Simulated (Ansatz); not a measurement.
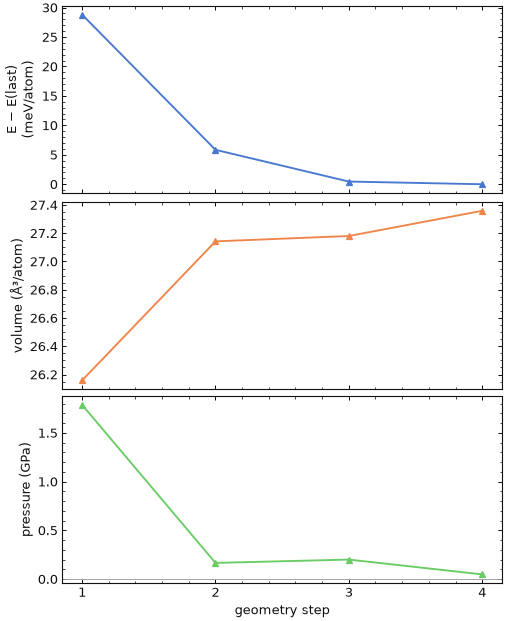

History of a geometry optimisation. The run: In (I4/mmm, 1 atom in the cell), by DFT PBE, scalar-relativistic, plane waves, PAW in Ansatz; cutoff 420 eV, 8×8×8 k-mesh, Gaussian smearing of 0.05 eV. Atoms and cell relax. A closing SCF on a freshly chosen basis isn't drawn.

The optimisation met its thresholds at geometry 4, counting the start as the first. The energy fell by about 29 meV/atom from the first step to the last. All forces vanish by symmetry, so only the cell moves. The volume grows from 26.16 to 27.36 Å³ per atom (+4.6 %), as the pressure goes from 1.8 GPa to about 0 GPa.
